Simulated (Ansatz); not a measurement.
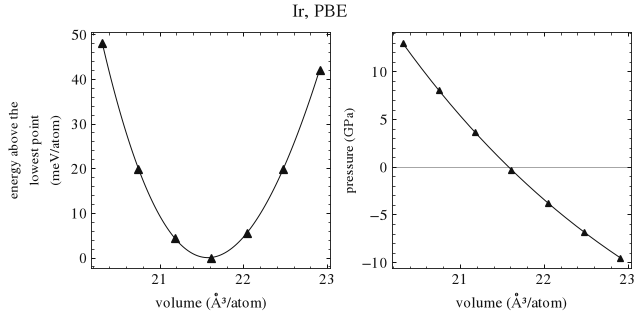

The picture above shows the energy above the lowest point and pressure against volume for Ir, space group Fd-3m (No. 227) (one of a set of cubic test structures, which need not be the stable phase).

Method: equation of state of a cubic crystal from periodic Kohn-Sham density functional theory without spin, third-order Birch-Murnaghan fit to the free energies; pressure corrected for the finite basis (Ansatz 0.2.0 development build). Level: PBE.

structure type diamond; atoms in cell 2; space group number 227; lattice centring face-centred primitive; k mesh 12×12×12; occupation method Fermi–Dirac; occupation width 0.06123 eV; wave cutoff 420 eV; datasets soft-1 PAW; density tolerance 1e−07 eV; bands 21; density cutoff ratio 4; search for lower states default.

Q: Give the fitted equation-of-state parameters.

A: A third-order Birch–Murnaghan fit gives V0 = 21.58 Å³/atom, B0 = 185 GPa and B′ = 5.0.

Q: How does the pressure vary with volume?

A: It falls from 13.0 GPa at volume 20.32 Å³/atom to −9.5 GPa at 22.91 Å³/atom, and changes sign near 21.58 Å³/atom.

Keep in mind: cubic model structure, not the ambient form; modest k-mesh, values are not fully converged in k.
